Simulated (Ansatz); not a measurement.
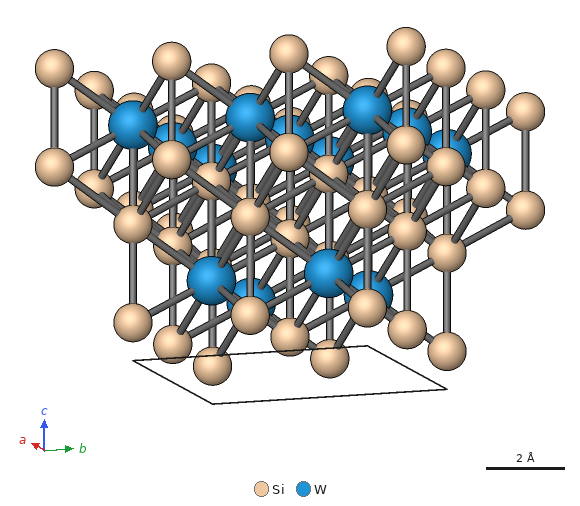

Starting structure of a slab of composition Si₂W (cut from the I4/mmm phase). Style: ball-and-stick. Shown: the 2 × 2 repeat of the cell, outlined in the plane, without the vacuum, from a free direction.

Case: clean slab, lower half held. The slab is the (0 0 1) face of Si2W. 3 atoms are held fixed.

The calculation used DFT PBEsol, scalar-relativistic, plane waves, PAW in Ansatz.

Input
```yaml
crystal:
  lattice:
    - [3.2024995631, 0.0, 0.0]
    - [0.0, 3.2024995631, 0.0]
    - [0.0, 0.0, 23.494890223]
  atoms:
    - { symbol: Si, position: [0.0, 0.0, 0.3617807923] }
    - { symbol: W, position: [0.5, 0.5, 0.4168358263] }
    - { symbol: Si, position: [0.0, 0.0, 0.4718908603] }
    - { symbol: Si, position: [0.5, 0.5, 0.5281091397] }
    - { symbol: W, position: [0.0, 0.0, 0.5831641737] }
    - { symbol: Si, position: [0.5, 0.5, 0.6382192077] }
basis:
  ecutwfc: 420
kpoints:
  mp_grid: { grid: [9, 9, 1] }
hamiltonian:
  xc: pbesol
scf:
  occupations: { method: gaussian, width: 0.1 }
output:
  forces: true
  eigenvalues: true
  write_density: true
  write_potential: true
  elf: true
  volumetric_format: npy
relax:
  adjacent_minimum: "off"
  f_tol: 0.03
  max_steps: 70
  constraints: [{ sites: [0, 1, 2] }]
efield:
  axis: 3
  dipole_correction: true
  ramp_width: 0.04
```

Run as
```bash
ansatz run input.yaml --threads 1 --pin off --max-ram 2560MiB --backend cpu --events-out ev --progress --plain --runs-dir out
```

What does the optimiser find from here?

The energy falls by 26.2 meV per cell of the calculation in 3 geometry steps. The largest force component goes from 0.36 to 0.0041 eV/Å. The atom that moves furthest is Si6 (0.10 Å along the normal (−c)). Largest moves by element: Si 0.10 Å, W 0.07 Å. The cell doesn't change. Some distances before and after: Si3–W5 2.614 → 2.549 Å, W2–Si4 2.614 → 2.557 Å, Si4–Si6 2.587 → 2.543 Å, Si3–Si4 2.622 → 2.593 Å.

Step by step:

```json
{"step": "0", "E − E(0), meV/atom": "0.00", "largest force component, eV/Å": "0.3573"}
{"step": "1", "E − E(0), meV/atom": "-3.92", "largest force component, eV/Å": "0.2525"}
{"step": "2", "E − E(0), meV/atom": "-4.31", "largest force component, eV/Å": "0.0724"}
{"step": "3", "E − E(0), meV/atom": "-4.37", "largest force component, eV/Å": "0.0041"}
```

The end point in the same view:

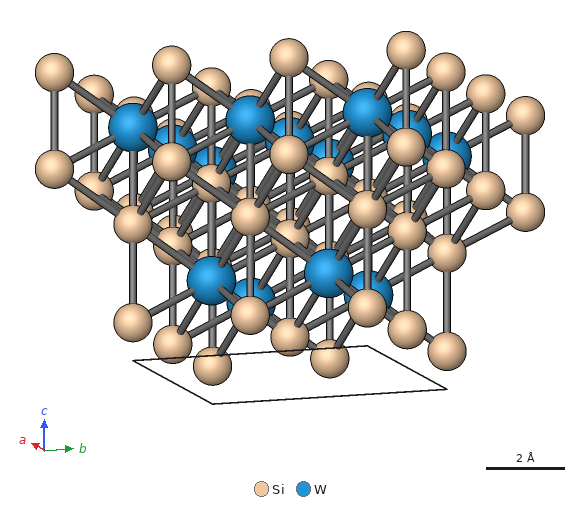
